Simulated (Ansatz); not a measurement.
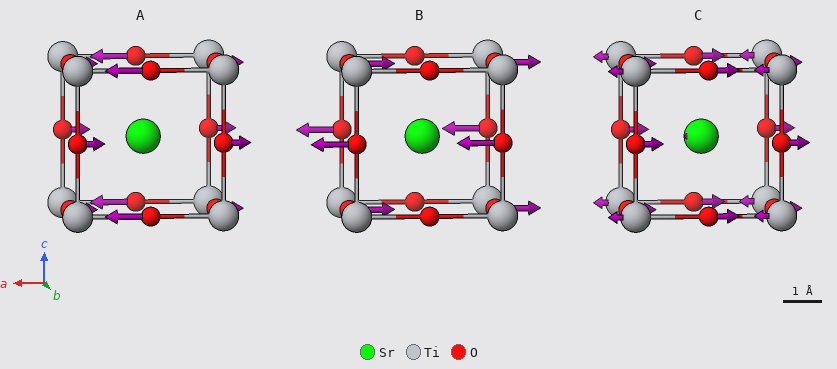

Modes of solid SrTiO3 (a generated structure), space group Pm-3m (No. 221), at the zone centre (one member of each degenerate set). The purple arrows are the displacements of the atoms (eigenvector over the root of the mass), of arbitrary overall length and sign. Style: ball-and-stick. Shown: the cell of the calculation, from a free direction. Only the shorter bonds are drawn.

The calculation used DFT PBE, scalar-relativistic, plane waves, PAW (Ansatz 0.2.0).

Frequencies are those without the non-analytic (LO–TO) term.

Give the symmetry species and the selection rules of each.

Answer. A is T₁u, infrared-active by symmetry (509 cm⁻¹). B is T₂u, silent by symmetry (neither infrared- nor Raman-active) (233 cm⁻¹). C is T₁u, infrared-active by symmetry (140i cm⁻¹). The crystal has a centre of inversion, so no mode is both.
